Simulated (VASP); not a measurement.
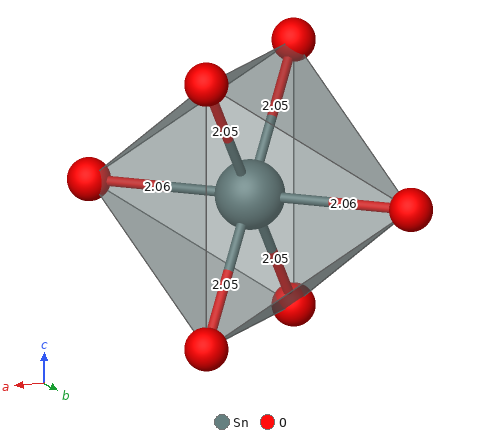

The SnO6 unit about Sn in SnO2. Source: an entry of the Crystallography Open Database, as set up for an electronic-structure calculation.

SnO2, space group P4_2/mnm (No. 136), a = 4.738 Å, b = 4.738 Å, c = 3.187 Å, α = 90.00°, β = 90.00°, γ = 90.00°

| site | Wyckoff | x | y | z |
| --- | --- | --- | --- | --- |
| Sn | 2a | 0.5000 | 0.5000 | 0.5000 |
| O | 4f | 0.8071 | 0.1929 | 0.5000 |

### Compute the usual distortion measures of this polyhedron.

It is closest to the octahedron.

```
                                 measure      value
                        mean bond length    2.054 Å
     bond-length distortion index (Baur)      0.001
   effective coordination number (Hoppe)       6.00
    shape measure against the octahedron       0.72
shape measure against the trigonal prism      15.93
     centre off the ligands' centroid by     0.00 Å
                       polyhedral volume   11.30 Å³
                    quadratic elongation      1.015
                     bond-angle variance  51.5 deg²
```
